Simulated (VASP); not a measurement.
# From one sheet to two: 2H-MoS2 monolayer, part 8 of 9

Aim: relax 2H-MoS2 monolayer, place its levels against the vacuum, then find how two sheets stack and bind.

VASP 6.6.1, plane waves and PAW; the level of theory is named at each step.

So far. Step 12 (A rigid stacking): Energy at zero smearing: -88.96497 eV.

## (13) Relaxing the bilayer

Level of this step: r2SCAN with rVV10, no spin polarisation; plane waves and PAW (Mo, S) (VASP).

The lowest stacking relaxes at the monolayer's lattice.

File INCAR:

```
SYSTEM = MoS2
PREC = Normal
ENCUT = 350
EDIFF = 1E-07
NELM = 120
ISMEAR = 0
SIGMA = 0.03
LREAL = .FALSE.
ALGO = Normal
METAGGA = R2SCAN
LUSE_VDW = .TRUE.
IVDW_NL = 2
BPARAM = 11.95
CPARAM = 0.0093
LASPH = .TRUE.
NBANDS = 24
LORBIT = 11
LWAVE = .FALSE.
LCHARG = .FALSE.
KPAR = 4
IBRION = 2
NSW = 70
ISIF = 2
EDIFFG = -0.004
POTIM = 0.8
MAXMIX = 40
IDIPOL = 3
LDIPOL = .TRUE.
DIPOL = 0.5 0.5 0.5
```

File POSCAR:

```
MoS2
1.0
    3.1738069310      0.0000000000      0.0000000000
   -1.5869034655      2.7485974289      0.0000000000
    0.0000000000      0.0000000000     26.3345862128
Mo S
2 4
Direct
    0.3333333300      0.6666666700      0.3819557500
    0.6666666700      0.3333333300      0.6180442500
    0.6666666700      0.3333333300      0.3227694500
    0.6666666700      0.3333333300      0.4411420400
    0.3333333300      0.6666666700      0.5588579600
    0.3333333300      0.6666666700      0.6772305500
```

File KPOINTS:

```
Automatic mesh
0
Gamma
12 12 1
0 0 0
```

Potentials, in the order of the species: Mo and S (PBE family, release 64).

On the command line:

```bash
mpirun -np 4 vasp_std
```

What it wrote:

```text
[... set-up lines as in an earlier step ...]
 entering main loop
       N       E                     dE             d eps       ncg     rms          rms(c)
Total rVV10 correction in eV:      0.9297876    48.4722156
Total rVV10 correction in eV:      0.9297876    48.4722156
Total rVV10 correction in eV:      0.9297876    48.4722156
Total rVV10 correction in eV:      0.9297876    48.4722156
[... 5 cycles as in an earlier step ...]
Total rVV10 correction in eV:      0.9308750    48.4725944
Total rVV10 correction in eV:      0.9308750    48.4725944
Total rVV10 correction in eV:      0.9308750    48.4725944
Total rVV10 correction in eV:      0.9308750    48.4725944
[... 1 cycle as in an earlier step ...]
Total rVV10 correction in eV:      0.9234718    48.4744857
Total rVV10 correction in eV:      0.9234718    48.4744857
Total rVV10 correction in eV:      0.9234718    48.4744857
Total rVV10 correction in eV:      0.9234718    48.4744857
[... 1 cycle as in an earlier step ...]
Total rVV10 correction in eV:      0.9283391    48.4735167
Total rVV10 correction in eV:      0.9283391    48.4735167
Total rVV10 correction in eV:      0.9283391    48.4735167
Total rVV10 correction in eV:      0.9283391    48.4735167
[... 1 cycle as in an earlier step ...]
Total rVV10 correction in eV:      0.9321434    48.4734250
Total rVV10 correction in eV:      0.9321434    48.4734250
Total rVV10 correction in eV:      0.9321434    48.4734250
Total rVV10 correction in eV:      0.9321434    48.4734250
[... 1 cycle as in an earlier step ...]
Total rVV10 correction in eV:      0.9343383    48.4733482
Total rVV10 correction in eV:      0.9343383    48.4733482
Total rVV10 correction in eV:      0.9343383    48.4733482
Total rVV10 correction in eV:      0.9343383    48.4733482
[... 1 cycle as in an earlier step ...]
Total rVV10 correction in eV:      0.9365898    48.4731678
Total rVV10 correction in eV:      0.9365898    48.4731678
Total rVV10 correction in eV:      0.9365898    48.4731678
Total rVV10 correction in eV:      0.9365898    48.4731678
[... 1 cycle as in an earlier step ...]
Total rVV10 correction in eV:      0.9374797    48.4730339
Total rVV10 correction in eV:      0.9374797    48.4730339
Total rVV10 correction in eV:      0.9374797    48.4730339
Total rVV10 correction in eV:      0.9374797    48.4730339
[... 1 cycle as in an earlier step ...]
Total rVV10 correction in eV:      0.9382561    48.4728243
Total rVV10 correction in eV:      0.9382561    48.4728243
Total rVV10 correction in eV:      0.9382561    48.4728243
Total rVV10 correction in eV:      0.9382561    48.4728243
[... 1 cycle as in an earlier step ...]
Total rVV10 correction in eV:      0.9389037    48.4726234
Total rVV10 correction in eV:      0.9389037    48.4726234
Total rVV10 correction in eV:      0.9389037    48.4726234
Total rVV10 correction in eV:      0.9389037    48.4726234
DAV:  14    -0.889800460151E+02   -0.32395E-03   -0.85068E-05  1112   0.512E-02    0.207E-02
Total rVV10 correction in eV:      0.9393408    48.4724636
Total rVV10 correction in eV:      0.9393408    48.4724636
Total rVV10 correction in eV:      0.9393408    48.4724636
Total rVV10 correction in eV:      0.9393408    48.4724636
DAV:  15    -0.889802913762E+02   -0.24536E-03   -0.38873E-05  1096   0.331E-02    0.193E-02
Total rVV10 correction in eV:      0.9397668    48.4722430
Total rVV10 correction in eV:      0.9397668    48.4722430
Total rVV10 correction in eV:      0.9397668    48.4722430
Total rVV10 correction in eV:      0.9397668    48.4722430
DAV:  16    -0.889807062303E+02   -0.41485E-03   -0.95084E-05  1088   0.459E-02    0.155E-02
Total rVV10 correction in eV:      0.9397957    48.4722218
Total rVV10 correction in eV:      0.9397957    48.4722218
Total rVV10 correction in eV:      0.9397957    48.4722218
Total rVV10 correction in eV:      0.9397957    48.4722218
DAV:  17    -0.889807705029E+02   -0.64273E-04   -0.82858E-06  1104   0.176E-02    0.366E-03
Total rVV10 correction in eV:      0.9398069    48.4722108
Total rVV10 correction in eV:      0.9398069    48.4722108
Total rVV10 correction in eV:      0.9398069    48.4722108
Total rVV10 correction in eV:      0.9398069    48.4722108
DAV:  18    -0.889808783781E+02   -0.10788E-03   -0.21027E-05  1072   0.192E-02    0.226E-03
Total rVV10 correction in eV:      0.9397718    48.4722163
Total rVV10 correction in eV:      0.9397718    48.4722163
Total rVV10 correction in eV:      0.9397718    48.4722163
Total rVV10 correction in eV:      0.9397718    48.4722163
DAV:  19    -0.889808954470E+02   -0.17069E-04   -0.88159E-06  1088   0.128E-02    0.232E-03
Total rVV10 correction in eV:      0.9397664    48.4722208
Total rVV10 correction in eV:      0.9397664    48.4722208
Total rVV10 correction in eV:      0.9397664    48.4722208
Total rVV10 correction in eV:      0.9397664    48.4722208
DAV:  20    -0.889809046282E+02   -0.91812E-05   -0.67205E-07   952   0.586E-03    0.106E-03
Total rVV10 correction in eV:      0.9397523    48.4722406
Total rVV10 correction in eV:      0.9397523    48.4722406
Total rVV10 correction in eV:      0.9397523    48.4722406
Total rVV10 correction in eV:      0.9397523    48.4722406
DAV:  21    -0.889809131723E+02   -0.85442E-05   -0.15652E-06  1072   0.836E-03    0.152E-03
Total rVV10 correction in eV:      0.9397487    48.4722394
Total rVV10 correction in eV:      0.9397487    48.4722394
Total rVV10 correction in eV:      0.9397487    48.4722394
Total rVV10 correction in eV:      0.9397487    48.4722394
DAV:  22    -0.889809156231E+02   -0.24507E-05   -0.30067E-07   920   0.447E-03    0.571E-04
Total rVV10 correction in eV:      0.9397481    48.4722299
Total rVV10 correction in eV:      0.9397481    48.4722299
Total rVV10 correction in eV:      0.9397481    48.4722299
Total rVV10 correction in eV:      0.9397481    48.4722299
DAV:  23    -0.889809208160E+02   -0.51929E-05   -0.42442E-07   960   0.525E-03    0.556E-04
Total rVV10 correction in eV:      0.9397480    48.4722284
Total rVV10 correction in eV:      0.9397480    48.4722284
Total rVV10 correction in eV:      0.9397480    48.4722284
Total rVV10 correction in eV:      0.9397480    48.4722284
DAV:  24    -0.889809197668E+02    0.10492E-05   -0.12252E-07   736   0.402E-03    0.439E-04
Total rVV10 correction in eV:      0.9397478    48.4722268
Total rVV10 correction in eV:      0.9397478    48.4722268
Total rVV10 correction in eV:      0.9397478    48.4722268
Total rVV10 correction in eV:      0.9397478    48.4722268
DAV:  25    -0.889809197951E+02   -0.28210E-07   -0.38164E-08   720   0.179E-03
Total rVV10 correction in eV:      0.9397484    48.4722259
Total rVV10 correction in eV:      0.9397484    48.4722259
[...]
Total rVV10 correction in eV:      0.9396237    48.4722264
Total rVV10 correction in eV:      0.9396237    48.4722264
Total rVV10 correction in eV:      0.9396237    48.4722264
Total rVV10 correction in eV:      0.9396237    48.4722264
DAV:   1    -0.889808551135E+02    0.64653E-04   -0.14328E-02   936   0.607E-01    0.698E-02
Total rVV10 correction in eV:      0.9395797    48.4723297
Total rVV10 correction in eV:      0.9395797    48.4723297
Total rVV10 correction in eV:      0.9395797    48.4723297
Total rVV10 correction in eV:      0.9395797    48.4723297
DAV:   2    -0.889808543960E+02    0.71748E-06   -0.42512E-04  1224   0.126E-01    0.408E-02
Total rVV10 correction in eV:      0.9396830    48.4722703
Total rVV10 correction in eV:      0.9396830    48.4722703
Total rVV10 correction in eV:      0.9396830    48.4722703
Total rVV10 correction in eV:      0.9396830    48.4722703
DAV:   3    -0.889809011428E+02   -0.46747E-04   -0.44422E-05  1032   0.386E-02    0.235E-02
Total rVV10 correction in eV:      0.9396363    48.4722858
Total rVV10 correction in eV:      0.9396363    48.4722858
Total rVV10 correction in eV:      0.9396363    48.4722858
Total rVV10 correction in eV:      0.9396363    48.4722858
DAV:   4    -0.889808914949E+02    0.96479E-05   -0.15387E-05  1104   0.256E-02    0.948E-03
Total rVV10 correction in eV:      0.9396154    48.4722434
Total rVV10 correction in eV:      0.9396154    48.4722434
Total rVV10 correction in eV:      0.9396154    48.4722434
Total rVV10 correction in eV:      0.9396154    48.4722434
DAV:   5    -0.889809032771E+02   -0.11782E-04   -0.41247E-06   992   0.138E-02    0.626E-03
Total rVV10 correction in eV:      0.9396129    48.4722381
Total rVV10 correction in eV:      0.9396129    48.4722381
Total rVV10 correction in eV:      0.9396129    48.4722381
Total rVV10 correction in eV:      0.9396129    48.4722381
DAV:   6    -0.889809054310E+02   -0.21539E-05   -0.42834E-07  1088   0.490E-03    0.229E-03
Total rVV10 correction in eV:      0.9396159    48.4722332
Total rVV10 correction in eV:      0.9396159    48.4722332
Total rVV10 correction in eV:      0.9396159    48.4722332
Total rVV10 correction in eV:      0.9396159    48.4722332
DAV:   7    -0.889809063976E+02   -0.96652E-06   -0.21332E-07   824   0.420E-03    0.713E-04
Total rVV10 correction in eV:      0.9396157    48.4722277
Total rVV10 correction in eV:      0.9396157    48.4722277
Total rVV10 correction in eV:      0.9396157    48.4722277
Total rVV10 correction in eV:      0.9396157    48.4722277
DAV:   8    -0.889809072903E+02   -0.89272E-06   -0.97930E-08   728   0.277E-03    0.264E-04
Total rVV10 correction in eV:      0.9396159    48.4722261
Total rVV10 correction in eV:      0.9396159    48.4722261
Total rVV10 correction in eV:      0.9396159    48.4722261
Total rVV10 correction in eV:      0.9396159    48.4722261
DAV:   9    -0.889809068685E+02    0.42180E-06   -0.87844E-08   736   0.269E-03    0.105E-04
Total rVV10 correction in eV:      0.9396157    48.4722261
Total rVV10 correction in eV:      0.9396157    48.4722261
Total rVV10 correction in eV:      0.9396157    48.4722261
Total rVV10 correction in eV:      0.9396157    48.4722261
DAV:  10    -0.889809070682E+02   -0.19976E-06   -0.14309E-08   616   0.117E-03    0.621E-05
Total rVV10 correction in eV:      0.9396155    48.4722260
Total rVV10 correction in eV:      0.9396155    48.4722260
Total rVV10 correction in eV:      0.9396155    48.4722260
Total rVV10 correction in eV:      0.9396155    48.4722260
DAV:  11    -0.889809070510E+02    0.17276E-07   -0.34201E-08   680   0.165E-03
Total rVV10 correction in eV:      0.9396156    48.4722260
Total rVV10 correction in eV:      0.9396156    48.4722260
Total rVV10 correction in eV:      0.9396156    48.4722260
Total rVV10 correction in eV:      0.9396156    48.4722260
Total rVV10 correction in eV:      0.9396156    48.4722259
Total rVV10 correction in eV:      0.9396156    48.4722259
Total rVV10 correction in eV:      0.9396156    48.4722259
Total rVV10 correction in eV:      0.9396156    48.4722259
   2 F= -.88980907E+02 E0= -.88980907E+02  d E =0.127441E-04
[... from here on, the cycles between the ionic steps are left out ...]
   3 F= -.88980940E+02 E0= -.88980940E+02  d E =-.206455E-04
   4 F= -.88980940E+02 E0= -.88980940E+02  d E =-.203623E-04
   5 F= -.88980944E+02 E0= -.88980944E+02  d E =-.365962E-05
   6 F= -.88980947E+02 E0= -.88980947E+02  d E =-.704653E-05
   7 F= -.88980947E+02 E0= -.88980947E+02  d E =-.719350E-05
   8 F= -.88980958E+02 E0= -.88980958E+02  d E =-.110696E-04
   9 F= -.88980990E+02 E0= -.88980990E+02  d E =-.431212E-04
  10 F= -.88981046E+02 E0= -.88981046E+02  d E =-.983000E-04
  11 F= -.88981111E+02 E0= -.88981111E+02  d E =-.163699E-03
  12 F= -.88981081E+02 E0= -.88981081E+02  d E =-.133151E-03
  13 F= -.88981124E+02 E0= -.88981124E+02  d E =-.176925E-03
  14 F= -.88981120E+02 E0= -.88981120E+02  d E =0.397515E-05
  15 F= -.88981129E+02 E0= -.88981129E+02  d E =-.434528E-05
  16 F= -.88981129E+02 E0= -.88981129E+02  d E =-.440396E-05
  17 F= -.88981129E+02 E0= -.88981129E+02  d E =-.434028E-05
 curvature:  -0.56 expect dE=-0.259E-05 dE for cont linesearch -0.886E-09
 trial: gam= 0.13257 g(F)=  0.458E-05 g(S)=  0.000E+00 ort = 0.507E-06 (trialstep = 0.686E+00)
 search vector abs. value=  0.759E-05
 bond charge predicted
       N       E                     dE             d eps       ncg     rms          rms(c)
Total rVV10 correction in eV:      0.9418042    48.4722219
Total rVV10 correction in eV:      0.9418042    48.4722219
Total rVV10 correction in eV:      0.9418042    48.4722219
Total rVV10 correction in eV:      0.9418042    48.4722219
DAV:   1    -0.889811276970E+02    0.93829E-06   -0.31892E-04   928   0.852E-02    0.132E-02
Total rVV10 correction in eV:      0.9418089    48.4722177
Total rVV10 correction in eV:      0.9418089    48.4722177
Total rVV10 correction in eV:      0.9418089    48.4722177
Total rVV10 correction in eV:      0.9418089    48.4722177
DAV:   2    -0.889811268472E+02    0.84985E-06   -0.14244E-05  1048   0.252E-02    0.662E-03
Total rVV10 correction in eV:      0.9418124    48.4722147
Total rVV10 correction in eV:      0.9418124    48.4722147
Total rVV10 correction in eV:      0.9418124    48.4722147
Total rVV10 correction in eV:      0.9418124    48.4722147
DAV:   3    -0.889811298407E+02   -0.29935E-05   -0.15995E-06  1144   0.105E-02    0.570E-03
Total rVV10 correction in eV:      0.9418105    48.4722159
Total rVV10 correction in eV:      0.9418105    48.4722159
Total rVV10 correction in eV:      0.9418105    48.4722159
Total rVV10 correction in eV:      0.9418105    48.4722159
DAV:   4    -0.889811277985E+02    0.20422E-05   -0.31678E-06  1088   0.119E-02    0.326E-03
Total rVV10 correction in eV:      0.9418087    48.4722173
Total rVV10 correction in eV:      0.9418087    48.4722173
Total rVV10 correction in eV:      0.9418087    48.4722173
Total rVV10 correction in eV:      0.9418087    48.4722173
DAV:   5    -0.889811297733E+02   -0.19748E-05   -0.72958E-07   960   0.778E-03    0.332E-03
Total rVV10 correction in eV:      0.9418077    48.4722197
Total rVV10 correction in eV:      0.9418077    48.4722197
Total rVV10 correction in eV:      0.9418077    48.4722197
Total rVV10 correction in eV:      0.9418077    48.4722197
DAV:   6    -0.889811297067E+02    0.66635E-07   -0.96326E-08   752   0.310E-03
Total rVV10 correction in eV:      0.9418036    48.4722215
Total rVV10 correction in eV:      0.9418036    48.4722215
Total rVV10 correction in eV:      0.9418036    48.4722215
Total rVV10 correction in eV:      0.9418036    48.4722215
Total rVV10 correction in eV:      0.9418062    48.4722205
Total rVV10 correction in eV:      0.9418062    48.4722205
Total rVV10 correction in eV:      0.9418062    48.4722205
Total rVV10 correction in eV:      0.9418062    48.4722205
  18 F= -.88981130E+02 E0= -.88981130E+02  d E =-.109009E-05
 trial-energy change:   -0.000001  1 .order   -0.000001   -0.000003    0.000001
 step:   0.4911(harm=  0.4911)  dis= 0.00026  next Energy=   -88.981130 (dE=-0.114E-05)
 reached required accuracy - stopping structural energy minimisation
```

Wall time 14 min (4 MPI ranks of AMD EPYC 7R43, shared host); peak memory 1.2 GiB; 57 min of CPU time.

From OUTCAR (step 13):

```text
   NELECT =      36.0000    total number of electrons

 E-fermi :  -0.3578

 k-point     1 :       0.0000    0.0000    0.0000
  band No.  band energies     occupation
    ...
     14      -2.5468      2.00000
     15      -2.5468      2.00000
     16      -2.3370      2.00000
     17      -1.1526      2.00000
     18      -0.5297      2.00000
     19       2.0084      0.00000
     20       2.0084      0.00000
     21       2.0250      0.00000
     22       2.0250      0.00000
     23       2.2117      0.00000
    ...

  Total       -0.0326517     -0.0326517     -0.1380009      0.0000000      0.0000000      0.0000000
  in kB       -0.2277187     -0.2277187     -0.9624415      0.0000000      0.0000000      0.0000000
  external PRESSURE =      -0.4726263 kB  Pullay stress =       0.0000000 kB

 POSITION                                       TOTAL-FORCE (eV/Angst)
 -----------------------------------------------------------------------------------
     -0.00000      1.83240     10.04377        -0.000000     -0.000000     -0.000914
      1.58690      0.91620     16.29081         0.000000      0.000000      0.000914
      1.58690      0.91620      8.48461         0.000000      0.000000      0.001789
      1.58690      0.91620     11.60374        -0.000000     -0.000000     -0.000560
     -0.00000      1.83240     14.73085        -0.000000      0.000000      0.000560
     -0.00000      1.83240     17.84997        -0.000000     -0.000000     -0.001789
 -----------------------------------------------------------------------------------
    total drift:                                0.000000     -0.000000      0.000000

  FREE ENERGIE OF THE ION-ELECTRON SYSTEM (eV)
  ---------------------------------------------------
  free  energy   TOTEN  =       -88.9811297067 eV

  energy  without entropy=      -88.9811297067  energy(sigma->0) =      -88.98112971

 vacuum level on the upper side and lower side of the slab         5.198         5.198

[... 9 parts as in an earlier step ...]

[... 10 further parts left out ...]
```

CONTCAR:

```
MoS2
   1.00000000000000
     3.1738069310000001    0.0000000000000000    0.0000000000000000
    -1.5869034655000001    2.7485974289000001    0.0000000000000000
     0.0000000000000000    0.0000000000000000   26.3345862128000014
  Mo              S
     2     4
Direct
     0.3333333300000021    0.6666666699999979    0.3813910067301763
     0.6666666699999979    0.3333333300000021    0.6186089932698238
     0.6666666699999979    0.3333333300000021    0.3221852068944201
     0.6666666699999979    0.3333333300000021    0.4406273109116448
     0.3333333300000021    0.6666666699999979    0.5593726890883552
     0.3333333300000021    0.6666666699999979    0.6778147931055797
```

The steps of the relaxation:

```tsv
step	energy less that of the first step (eV)	largest force (eV/Å)
1	0.0000	0.0162
2	0.0000	0.0283
3	0.0000	0.0123
4	0.0000	0.0122
5	0.0000	0.0119
6	0.0000	0.0066
7	0.0000	0.0068
8	0.0000	0.0064
9	-0.0001	0.0068
10	-0.0001	0.0074
11	-0.0002	0.0085
12	-0.0002	0.0192
13	-0.0002	0.0108
14	-0.0002	0.0177
15	-0.0002	0.0045
16	-0.0002	0.0043
17	-0.0002	0.0045
18	-0.0002	0.0018
```

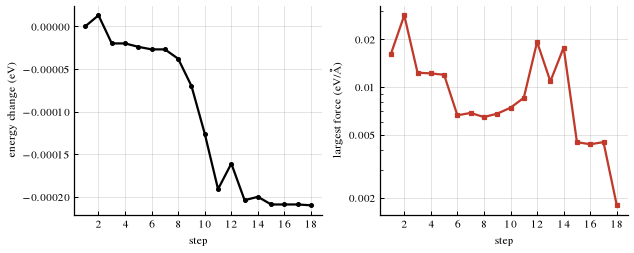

Energy and largest force along the relaxation.

The atoms that moved most (Å):

```tsv
atom	dx	dy	dz	length
S3	0.000	0.000	-0.015	0.015
S6	0.000	0.000	0.015	0.015
Mo2	0.000	0.000	0.015	0.015
Mo1	0.000	0.000	-0.015	0.015
S4	0.000	0.000	-0.014	0.014
S5	0.000	0.000	0.014	0.014
```

Final coordinates:

```cif
data_structure
_symmetry_space_group_name_H-M 'P 1'
_symmetry_Int_Tables_number 1
_cell_length_a 3.1738
_cell_length_b 3.1738
_cell_length_c 26.3346
_cell_angle_alpha 90.000
_cell_angle_beta 90.000
_cell_angle_gamma 120.000
_cell_volume 229.73
loop_
_atom_site_label
_atom_site_type_symbol
_atom_site_fract_x
_atom_site_fract_y
_atom_site_fract_z
_atom_site_occupancy
Mo1 Mo 0.33333 0.66667 0.38139 1
Mo2 Mo 0.66667 0.33333 0.61861 1
S3 S 0.66667 0.33333 0.32219 1
S4 S 0.66667 0.33333 0.44063 1
S5 S 0.33333 0.66667 0.55937 1
S6 S 0.33333 0.66667 0.67781 1
```

Numbers from this step:

| Property | Result |
| --- | --- |
| electronic cycles | 136 |
| free energy (TOTEN) | -88.9811 eV |
| Fermi energy | -0.3578 eV |
| dipole moment | 0, 0, 0 e·Å |
| gap on the k-mesh | 1.358 eV |
| least direct gap on the k-mesh | 1.778 eV |

The run ended after 18 ionic steps, 0.000 eV below its first step, once the forces on the free atoms met EDIFFG = -0.004.

(Part 8 of 9 ends here.)

[Lines on the potential files, build, host, timing and source positions are cut from VASP's logs without a mark.]

[Logs are printed without paths, hosts, clocks, repeated set-up lines and the standing remarks that a program may print on its own settings, such as how far it seeks lower states.]

[Hosts, paths, dates, database ids (printed as entryN), source tags and the programs' standing remarks are cut or masked in the printed files.]

[Runs that stopped without an error message from VASP are left out.]
